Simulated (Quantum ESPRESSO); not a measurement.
# C, zinc blende or diamond type, strained in the (001) plane, stepped through biaxial strain in the plane, part 3 of 5

Wanted: a table for C, zinc blende or diamond type, strained in the (001) plane against biaxial strain in the plane, and what can be fitted to it.

Quantum ESPRESSO 7.5; plane-wave DFT, PBE, GBRV ultrasoft pseudopotentials.

So far. Step 2 (Variable-cell relaxation of the reference):  The last row is no step: it is a fresh SCF in the final cell with a new plane-wave basis, -0 meV from the row before. Step 3 (Variable-cell relaxation, -4 %):  The last row is no step: it is a fresh SCF in the final cell with a new plane-wave basis, -0 meV from the row before.

## Step 5: Complex band structure, -4 %

Level of this step: complex band structure by pwcond; plane-wave DFT, PBE, GBRV ultrasoft pseudopotentials (Quantum ESPRESSO).

pwcond with ikind = 0 solves for the decaying states at each energy.

Input file m0.cbs.in:

```
&inputcond
  outdir = './out'
  prefixl = 'm0.scf'
  band_file = 'm0.cbs'
  ikind = 0
  ewind = 4.0
  epsproj = 1e-05
  nz1 = 7
  energy0 = 6.45
  denergy = -0.15
/
3
  0.00000000 0.00000000 1.00000000
  0.50000000 0.00000000 1.00000000
  0.50000000 0.50000000 1.00000000
51
```

Started as:

```bash
OMP_NUM_THREADS=1 mpirun -n 4 pwcond.x -in m0.cbs.in > m0.cbs.out
```

Log:

```text
[banner, memory and clock lines left out]
Program PWCOND v.7.5 starts

          URL

     ./out/m0.scf.save/

     IMPORTANT: XC functional enforced from input :
     Exchange-correlation= PBE
                           (   1   4   3   4   0   0   0)
     Any further DFT definition will be discarded
     Please, verify this is what you really want

     Reading collected, re-writing distributed wavefunctions

===== INPUT FILE containing the left lead =====

     GEOMETRY:

     lattice parameter (alat)  =       4.5815  a.u.
     the volume                =     143.0575 (a.u.)^3
     the cross section         =      20.9904 (a.u.)^2
     l of the unit cell        =       1.4876 (alat)
     number of atoms/cell      =            4
     number of atomic types    =            1

     crystal axes: (cart. coord. in units of alat)
               a(1) = (  1.0000  0.0000  0.0000 )
               a(2) = (  0.0000  1.0000  0.0000 )
               a(3) = (  0.0000  0.0000  1.4876 )

   Cartesian axes

     site n.     atom                  positions (alat units)
          1        C      tau(  1)=(  0.0000  0.0000  1.4876  )
          2        C      tau(  2)=(  0.5000  0.0000  0.3719  )
          3        C      tau(  3)=(  0.5000  0.5000  0.7438  )
          4        C      tau(  4)=(  0.0000  0.5000  1.1157  )

     nr1s                      =           20
     nr2s                      =           20
     nr3s                      =           27
     nr1sx                     =           20
     nr2sx                     =           20
     nr3sx                     =           27
     nr1                       =           24
     nr2                       =           24
     nr3                       =           32
     nr1x                      =           24
     nr2x                      =           24
     nr3x                      =           32

 _______________________________
  Radii of nonlocal spheres:

     type       ibeta     ang. mom.          radius (alat units)
       C          1         0                    0.2876
       C          2         0                    0.2876
       C          3         1                    0.2876
       C          4         1                    0.2876
----- General information -----

----- Complex band structure calculation -----

     nrx                       =           20
     nry                       =           20
     nz1                       =            7

     energy0               =         6.5E+00
     denergy               =        -1.5E-01
     nenergy               =         51
     ecut2d                =         4.0E+01
     ewind                 =         4.0E+00
     epsproj               =         1.0E-05

     number of k_|| points=    3
                       cryst. coord.
        k(    1) = (   0.0000000   0.0000000), wk =   0.3333333
        k(    2) = (   0.5000000   0.0000000), wk =   0.3333333
        k(    3) = (   0.5000000   0.5000000), wk =   0.3333333
----- Information about left lead -----

     nocros                   =            8
     noins                    =           24
     norb                     =           40
     norbf                    =           40
     nrz                      =           27

      iorb      type   ibeta   ang. mom.   m       position (alat)
        1        1       1        0        1   taunew(   1)=(  0.0000  0.0000  0.0000)
        2        1       2        0        1   taunew(   2)=(  0.0000  0.0000  0.0000)
        3        1       3        1        1   taunew(   3)=(  0.0000  0.0000  0.0000)
        4        1       3        1        2   taunew(   4)=(  0.0000  0.0000  0.0000)
        5        1       3        1        3   taunew(   5)=(  0.0000  0.0000  0.0000)
        6        1       4        1        1   taunew(   6)=(  0.0000  0.0000  0.0000)
        7        1       4        1        2   taunew(   7)=(  0.0000  0.0000  0.0000)
        8        1       4        1        3   taunew(   8)=(  0.0000  0.0000  0.0000)
        9        1       1        0        1   taunew(   9)=(  0.5000  0.0000  0.3719)
       10        1       2        0        1   taunew(  10)=(  0.5000  0.0000  0.3719)
       11        1       3        1        1   taunew(  11)=(  0.5000  0.0000  0.3719)
       12        1       3        1        2   taunew(  12)=(  0.5000  0.0000  0.3719)
       13        1       3        1        3   taunew(  13)=(  0.5000  0.0000  0.3719)
       14        1       4        1        1   taunew(  14)=(  0.5000  0.0000  0.3719)
       15        1       4        1        2   taunew(  15)=(  0.5000  0.0000  0.3719)
       16        1       4        1        3   taunew(  16)=(  0.5000  0.0000  0.3719)
       17        1       1        0        1   taunew(  17)=(  0.5000  0.5000  0.7438)
       18        1       2        0        1   taunew(  18)=(  0.5000  0.5000  0.7438)
       19        1       3        1        1   taunew(  19)=(  0.5000  0.5000  0.7438)
       20        1       3        1        2   taunew(  20)=(  0.5000  0.5000  0.7438)
       21        1       3        1        3   taunew(  21)=(  0.5000  0.5000  0.7438)
       22        1       4        1        1   taunew(  22)=(  0.5000  0.5000  0.7438)
       23        1       4        1        2   taunew(  23)=(  0.5000  0.5000  0.7438)
       24        1       4        1        3   taunew(  24)=(  0.5000  0.5000  0.7438)
       25        1       1        0        1   taunew(  25)=(  0.0000  0.5000  1.1157)
       26        1       2        0        1   taunew(  26)=(  0.0000  0.5000  1.1157)
       27        1       3        1        1   taunew(  27)=(  0.0000  0.5000  1.1157)
       28        1       3        1        2   taunew(  28)=(  0.0000  0.5000  1.1157)
       29        1       3        1        3   taunew(  29)=(  0.0000  0.5000  1.1157)
       30        1       4        1        1   taunew(  30)=(  0.0000  0.5000  1.1157)
       31        1       4        1        2   taunew(  31)=(  0.0000  0.5000  1.1157)
       32        1       4        1        3   taunew(  32)=(  0.0000  0.5000  1.1157)
       33        1       1        0        1   taunew(  33)=(  0.0000  0.0000  1.4876)
       34        1       2        0        1   taunew(  34)=(  0.0000  0.0000  1.4876)
       35        1       3        1        1   taunew(  35)=(  0.0000  0.0000  1.4876)
       36        1       3        1        2   taunew(  36)=(  0.0000  0.0000  1.4876)
       37        1       3        1        3   taunew(  37)=(  0.0000  0.0000  1.4876)
       38        1       4        1        1   taunew(  38)=(  0.0000  0.0000  1.4876)
       39        1       4        1        2   taunew(  39)=(  0.0000  0.0000  1.4876)
       40        1       4        1        3   taunew(  40)=(  0.0000  0.0000  1.4876)
    k slab    z(k)  z(k+1)     crossing(iorb=1,norb)
    1   0.0000 0.0551 0.0551   1111111100000000000000000000000000000000
    2   0.0551 0.1102 0.0551   1111111111111111000000000000000000000000
    3   0.1102 0.1653 0.0551   1111111111111111000000000000000000000000
    4   0.1653 0.2204 0.0551   1111111111111111000000000000000000000000
    5   0.2204 0.2755 0.0551   1111111111111111000000000000000000000000
    6   0.2755 0.3306 0.0551   1111111111111111000000000000000000000000
    7   0.3306 0.3857 0.0551   0000000011111111000000000000000000000000
    8   0.3857 0.4408 0.0551   0000000011111111000000000000000000000000
    9   0.4408 0.4959 0.0551   0000000011111111111111110000000000000000
   10   0.4959 0.5510 0.0551   0000000011111111111111110000000000000000
   11   0.5510 0.6060 0.0551   0000000011111111111111110000000000000000
   12   0.6060 0.6611 0.0551   0000000011111111111111110000000000000000
   13   0.6611 0.7162 0.0551   0000000000000000111111110000000000000000
   14   0.7162 0.7713 0.0551   0000000000000000111111110000000000000000
   15   0.7713 0.8264 0.0551   0000000000000000111111110000000000000000
   16   0.8264 0.8815 0.0551   0000000000000000111111111111111100000000
   17   0.8815 0.9366 0.0551   0000000000000000111111111111111100000000
   18   0.9366 0.9917 0.0551   0000000000000000111111111111111100000000
   19   0.9917 1.0468 0.0551   0000000000000000111111111111111100000000
   20   1.0468 1.1019 0.0551   0000000000000000000000001111111100000000
   21   1.1019 1.1570 0.0551   0000000000000000000000001111111100000000
   22   1.1570 1.2121 0.0551   0000000000000000000000001111111111111111
   23   1.2121 1.2672 0.0551   0000000000000000000000001111111111111111
   24   1.2672 1.3223 0.0551   0000000000000000000000001111111111111111
   25   1.3223 1.3774 0.0551   0000000000000000000000001111111111111111
   26   1.3774 1.4325 0.0551   0000000000000000000000001111111111111111
   27   1.4325 1.4876 0.0551   0000000000000000000000000000000011111111
 ngper, shell number =           69          13
 ngper, n2d =           69          60
---  E-Ef =    6.4500000  k =    0.0000000   0.0000000
---  ie =          1  ik =          1
 Nchannels of the left tip =            3
 Right moving states:
   k1(2pi/a)   k2(2pi/a)   E-Ef (eV)
   0.1564398   0.0000000   6.4500000
   0.1588840   0.0000000   6.4500000
   0.1591194  -0.0000000   6.4500000
 Left moving states:
   k1(2pi/a)   k2(2pi/a)   E-Ef (eV)
  -0.1564398   0.0000000   6.4500000
  -0.1588840  -0.0000000   6.4500000
  -0.1591194  -0.0000000   6.4500000

---  E-Ef =    6.3000000  k =    0.0000000   0.0000000
---  ie =          2  ik =          1
 Nchannels of the left tip =            3
 Right moving states:
   k1(2pi/a)   k2(2pi/a)   E-Ef (eV)
   0.1369741   0.0000000   6.3000000
   0.1465868   0.0000000   6.3000000
   0.1468311  -0.0000000   6.3000000
 Left moving states:
   k1(2pi/a)   k2(2pi/a)   E-Ef (eV)
  -0.1369741   0.0000000   6.3000000
  -0.1465868  -0.0000000   6.3000000
  -0.1468311  -0.0000000   6.3000000
[... further energies and points left out ...]
---  E-Ef =   -0.9000000  k =    0.5000000   0.5000000
---  ie =         50  ik =          3
 Nchannels of the left tip =            0
 Right moving states:
   k1(2pi/a)   k2(2pi/a)   E-Ef (eV)
 Left moving states:
   k1(2pi/a)   k2(2pi/a)   E-Ef (eV)

---  E-Ef =   -1.0500000  k =    0.5000000   0.5000000
---  ie =         51  ik =          3
 Nchannels of the left tip =            0
 Right moving states:
   k1(2pi/a)   k2(2pi/a)   E-Ef (eV)
 Left moving states:
   k1(2pi/a)   k2(2pi/a)   E-Ef (eV)

Note: The following floating-point exceptions are signalling: IEEE_UNDERFLOW_FLAG IEEE_DENORMAL
Note: The following floating-point exceptions are signalling: IEEE_UNDERFLOW_FLAG IEEE_DENORMAL
Note: The following floating-point exceptions are signalling: IEEE_UNDERFLOW_FLAG IEEE_DENORMAL
Note: The following floating-point exceptions are signalling: IEEE_UNDERFLOW_FLAG IEEE_DENORMAL
```

Elapsed: 21 s, on 4 MPI ranks of Intel Xeon Platinum 8259CL at 2.50GHz (Skylake/Cascade Lake), shared host; peak memory 0.2 GiB; 82 s of CPU time.

K across = (0, 0) in the cell's reciprocal vectors; values within 0.0025 1/Å of each other count once, columns are sorted by size at each energy, a dash where no further value was kept. Table of Im kz of the slowest decaying states by energy, zero at the highest filled level of the SCF mesh:

```csv
energy (eV),decay 1 (Å⁻¹),decay 2 (Å⁻¹),decay 3 (Å⁻¹)
-1.05,1.56,2.44,2.79
-0.60,0.181,1.50,2.42
-0.15,0.297,1.44,2.40
0.00,0.014,0.019,0.325
0.30,0.139,0.375,1.38
0.75,0.207,0.436,1.31
1.20,0.245,0.486,1.24
1.65,0.269,0.529,1.17
2.10,0.281,0.566,1.09
2.55,0.285,0.597,1
2.85,0.283,0.616,0.937
3.30,0.273,0.641,0.833
3.75,0.254,0.663,0.71
4.20,0.225,0.555,0.681
4.65,0.181,0.316,0.697
5.10,0.105,0.71,2.11
5.55,0.72,2.09,2.46
6.00,0.17,0.728,2.06
6.45,0.479,0.733,2.04
```

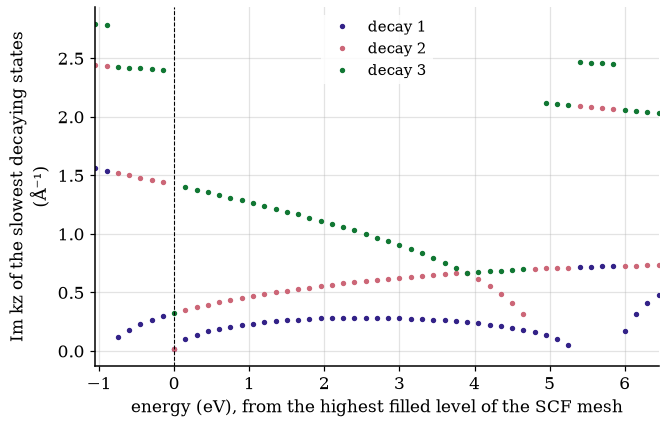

Im kz of the slowest decaying states against energy.

K across = (1/2, 0) in the cell's reciprocal vectors; values within 0.0025 1/Å of each other count once, columns are sorted by size at each energy, a dash where no further value was kept. Im kz of the slowest decaying states against energy, zero at the highest filled level of the SCF mesh:

```csv
energy (eV),decay 1 (Å⁻¹),decay 2 (Å⁻¹),decay 3 (Å⁻¹)
-1.050,0.42,0.899,2.06
-0.450,0.448,0.937,2.00
0.000,0.465,0.953,1.95
0.450,0.478,0.961,1.91
1.050,0.491,0.962,1.84
1.500,0.497,0.958,1.79
1.950,0.501,0.949,1.74
2.550,0.501,0.932,1.67
3.000,0.498,0.915,1.62
3.450,0.492,0.894,1.56
4.050,0.479,0.862,1.48
4.500,0.465,0.834,1.42
4.950,0.447,0.802,1.36
5.550,0.414,0.753,1.27
6.000,0.381,0.711,1.20
```

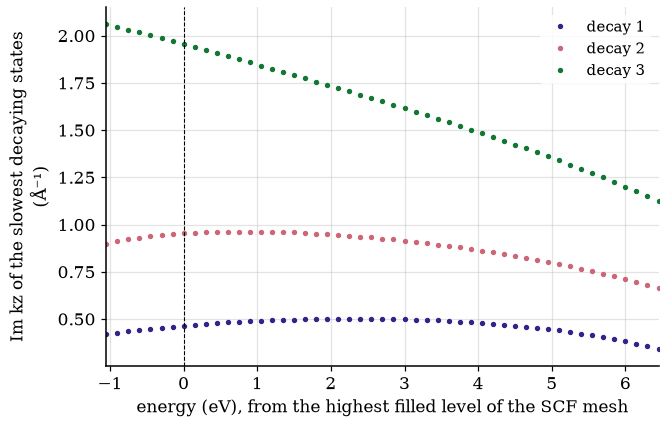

Im kz of the slowest decaying states, plotted against energy.

K across = (1/2, 1/2) in the cell's reciprocal vectors; values within 0.0025 1/Å of each other count once, columns are sorted by size at each energy, a dash where no further value was kept. Im kz of the slowest decaying states against energy, zero at the highest filled level of the SCF mesh:

```csv
energy (eV),decay 1 (Å⁻¹),decay 2 (Å⁻¹),decay 3 (Å⁻¹)
-1.050,0.533,3.01,3.20
-0.450,0.518,2.98,3.17
0.000,0.504,2.96,3.16
0.450,0.487,2.94,3.14
1.050,0.458,2.91,3.12
1.500,0.433,2.88,3.10
1.950,0.403,2.86,3.09
2.550,0.354,2.83,3.06
3.000,0.308,2.81,3.05
3.450,0.249,2.79,3.03
4.050,0.126,2.76,3.01
4.500,2.73,2.99,-
4.950,2.71,2.97,-
5.550,2.68,2.95,-
6.000,2.65,2.93,-
```

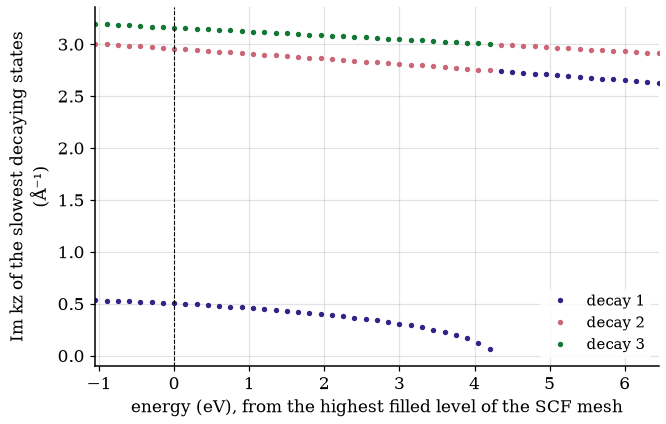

Im kz of the slowest decaying states, plotted against energy.

## Step 6: Relaxing cell and ions, -3 %

Input file m1.relax.in:

```
&control
  prefix = 'm1.relax'
  outdir = './out'
  pseudo_dir = './pseudo'
  nstep = 40
  forc_conv_thr = 0.001
  calculation = 'vc-relax'
/
&system
  ibrav = 0
  nat = 4
  ntyp = 1
  ecutwfc = 50
  ecutrho = 250
  occupations = 'fixed'
/
&electrons
  conv_thr = 1e-10
  mixing_beta = 0.6
  electron_maxstep = 120
/
&ions
/
&cell
  cell_dofree = 'z'
  press_conv_thr = 0.3
/
ATOMIC_SPECIES
  C   12.0110  c_pbe_v1.2.uspp.F.UPF
CELL_PARAMETERS angstrom
  2.44969615247000 0.00000000000000 0.00000000000000
  0.00000000000000 2.44969615247000 0.00000000000000
  0.00000000000000 0.00000000000000 3.57152940200000
ATOMIC_POSITIONS crystal
  C   0.000000000000 0.000000000000 0.000000000000
  C   0.500000000000 0.000000000000 0.250000011900
  C   0.500000000000 0.500000000000 0.500000000000
  C   0.000000000000 0.500000000000 0.749999988100
K_POINTS automatic
  10 10 8 0 0 0
```

Started as:

```bash
OMP_NUM_THREADS=1 mpirun -n 4 pw.x -nk 4 -in m1.relax.in > m1.relax.out
```

Log:

```text
[banner, memory and clock lines left out]
Program PWSCF v.7.5 starts
[...]
Message from routine setup:
[...]
number of electrons       =        16.00
     number of Kohn-Sham states=            8
     kinetic-energy cutoff     =      50.0000  Ry
     charge density cutoff     =     250.0000  Ry
[...]
number of k points=   105
[...]
Dense  grid:     9613 G-vectors     FFT dimensions: (  24,  24,  36)
[...]
Starting wfcs are   16 randomized atomic wfcs
[...]
estimated scf accuracy    <       0.25902363 Ry
[...]
estimated scf accuracy    <       0.01898440 Ry
[...]
estimated scf accuracy    <       0.00015870 Ry
[...]
estimated scf accuracy    <       0.00000450 Ry
[...]
estimated scf accuracy    <       0.00000012 Ry
[...]
estimated scf accuracy    <       0.00000002 Ry
[...]
highest occupied level (ev):    14.5608
!    total energy              =     -45.91180232 Ry
     estimated scf accuracy    <          7.8E-11 Ry
[...]
one-electron contribution =      17.41054893 Ry
     hartree contribution      =       3.74613895 Ry
     xc contribution           =     -14.93256661 Ry
     ewald contribution        =     -52.13592359 Ry
     convergence has been achieved in   7 iterations
[...]
Total force =     0.000001     Total SCF correction =     0.000002
[...]
estimated scf accuracy    <       0.00006772 Ry
[...]
estimated scf accuracy    <       0.00000478 Ry
[...]
estimated scf accuracy    <       0.00000008 Ry
[...]
estimated scf accuracy    <          6.0E-10 Ry
[...]
highest occupied level (ev):    14.3669
!    total energy              =     -45.91177576 Ry
     estimated scf accuracy    <          6.8E-11 Ry
[...]
one-electron contribution =      17.08843475 Ry
     hartree contribution      =       3.76928401 Ry
     xc contribution           =     -14.88100765 Ry
     ewald contribution        =     -51.88848687 Ry
     convergence has been achieved in   5 iterations
[...]
Total force =     0.000001     Total SCF correction =     0.000007
[...]
estimated scf accuracy    <       0.00001770 Ry
[...]
estimated scf accuracy    <       0.00000123 Ry
[...]
estimated scf accuracy    <       0.00000002 Ry
[...]
estimated scf accuracy    <          2.6E-10 Ry
[...]
highest occupied level (ev):    14.4648
!    total energy              =     -45.91211450 Ry
     estimated scf accuracy    <          1.7E-11 Ry
[...]
one-electron contribution =      17.25100694 Ry
     hartree contribution      =       3.75779915 Ry
     xc contribution           =     -14.90724111 Ry
     ewald contribution        =     -52.01367948 Ry
     convergence has been achieved in   5 iterations
[...]
Total force =     0.000000     Total SCF correction =     0.000003
[...]
estimated scf accuracy    <          5.2E-10 Ry
[...]
estimated scf accuracy    <          3.7E-11 Ry
[...]
highest occupied level (ev):    14.4654
!    total energy              =     -45.91211450 Ry
     estimated scf accuracy    <          7.1E-13 Ry
[...]
one-electron contribution =      17.25191054 Ry
     hartree contribution      =       3.75773306 Ry
     xc contribution           =     -14.90738515 Ry
     ewald contribution        =     -52.01437296 Ry
     convergence has been achieved in   3 iterations
[...]
Total force =     0.000000     Total SCF correction =     0.000000
[...]
number of electrons       =        16.00
     number of Kohn-Sham states=            8
     kinetic-energy cutoff     =      50.0000  Ry
     charge density cutoff     =     250.0000  Ry
[...]
number of k points=   105
[...]
Dense  grid:     9687 G-vectors     FFT dimensions: (  24,  24,  36)
[...]
Starting wfcs are   16 randomized atomic wfcs
[...]
estimated scf accuracy    <       0.26220266 Ry
[...]
estimated scf accuracy    <       0.01790619 Ry
[...]
estimated scf accuracy    <       0.00016132 Ry
[...]
estimated scf accuracy    <       0.00000499 Ry
[...]
estimated scf accuracy    <       0.00000011 Ry
[...]
estimated scf accuracy    <       0.00000001 Ry
[...]
estimated scf accuracy    <          4.1E-10 Ry
[...]
estimated scf accuracy    <          9.0E-11 Ry
[...]
highest occupied level (ev):    14.4654
!    total energy              =     -45.91212083 Ry
     estimated scf accuracy    <          3.2E-13 Ry
[...]
one-electron contribution =      17.25190279 Ry
     hartree contribution      =       3.75773683 Ry
     xc contribution           =     -14.90738749 Ry
     ewald contribution        =     -52.01437296 Ry
     convergence has been achieved in   9 iterations
[...]
Total force =     0.000000     Total SCF correction =     0.000000
[...]
```

Elapsed: 15 s, on 4 MPI ranks; peak memory 0.23 GiB.

Step by step:

```csv
step,energy less that of the first step (eV),largest force (eV/Å),volume (Å³)
1,0.0000,0.0000,21.43
2,0.0004,0.0000,21.75
3,-0.0042,0.0000,21.59
4,-0.0042,0.0000,21.59
5,-0.0043,0.0000,21.59
```

```csv
"conventional cell, symmetrised",before,after,change
a (Å),2.450,2.450,-0.0 %
b (Å),2.450,2.450,-0.0 %
c (Å),3.572,3.597,+0.7 %
volume (Å³/atom),5.36,5.40,+0.7 %
```

The relaxed structure:

```xyz
4
Lattice="2.4497 0.0000 0.0000 0.0000 2.4497 0.0000 0.0000 0.0000 3.5974" Properties=species:S:1:pos:R:3 pbc="T T T"
C     0.0000    0.0000    0.0000
C     1.2248    0.0000    0.8994
C     1.2248    1.2248    1.7987
C     0.0000    1.2248    2.6981
```

 The last row is no step: it is a fresh SCF in the final cell with a new plane-wave basis, -0 meV from the row before.

This step gave:

- free energy: -624.6662 eV
- valence top, on the run's zero: 14.47 eV

(Part 3 of 5 ends here.)

[Logs are printed without paths, hosts, clocks, repeated set-up lines and the standing remarks that a program may print on its own settings, such as how far it seeks lower states.]

[Hosts, paths, dates, database ids (printed as entryN), source tags and the programs' standing remarks are cut or masked in the printed files.]

[Maps of the electrostatic potential energy from Ansatz leave out the sawtooth potential of an applied field or a dipole correction, so their vacuum need not be flat; planar profiles and work functions include it.]
